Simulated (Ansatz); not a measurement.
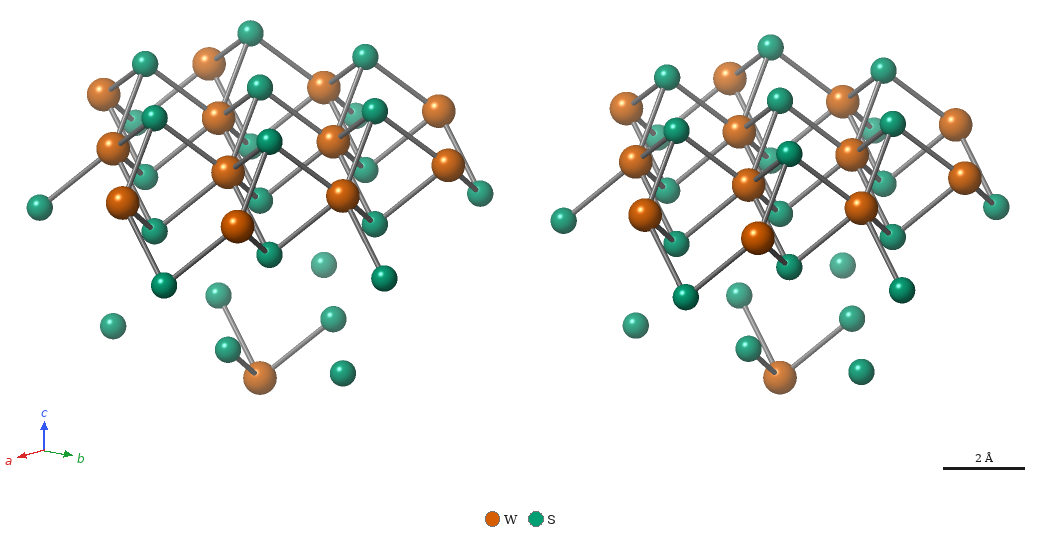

Two geometries of solid WS₂ (set up in P3m1), drawn at one scale. One is the start of a relaxation, the other its converged end. The picture is a ball-and-stick view of the atoms within 5.8 Å of the atom that moves most (axes of the 3 × 2 repeat of the cell, outlined in the plane, without the vacuum), seen from a free direction.

Method: Kohn-Sham DFT of a periodic cell, LDA, Ansatz PAW (Ansatz 0.2.0). Settings: plane-wave cutoff 420 eV; k-point mesh 10 × 10 × 1; occupations fermi-dirac; smearing width 0.05 eV; no spin polarisation; cell and atoms relaxed; force threshold 0.01 eV/Å; at most 40 steps.

> Which of the two is the end point?

The right one is the relaxed one. The run lets cell and atoms move. The largest moves relative to the cell and the layer's centre, 0.37 Å, are those of W and S atoms. Largest moves by element: S 0.37 Å, W 0.36 Å. In the plane the drawn cell goes a 9.549 → 9.379 Å (−1.8 %), b 6.366 → 6.253 Å (−1.8 %). Among the contacts that change: W–W 3.183 → 3.126 Å, S–W 2.411 → 2.387 Å. Within 0.06 Å the space group is P-6m2 at the start and P-6m2 at the end; at a tighter tolerance small leftover displacements or strains of the cell lower it. After 3 accepted moves (5 points after the start) the energy has fallen by 17.6 meV per atom. Largest force component: 0.4 eV/Å at the start, 0.0023 eV/Å at the end. The line search rejected the trial step at point 1 of the run. At 1 point the geometry stayed and the basis and grid were re-selected for the new cell (energy shift of 0.2 meV per atom at most each time). At step 1 the optimiser overshot: the energy rose above the start, and later steps came back.

Limits of the set-up: layers or molecules are held without a dispersion correction, so their spacing is unreliable.
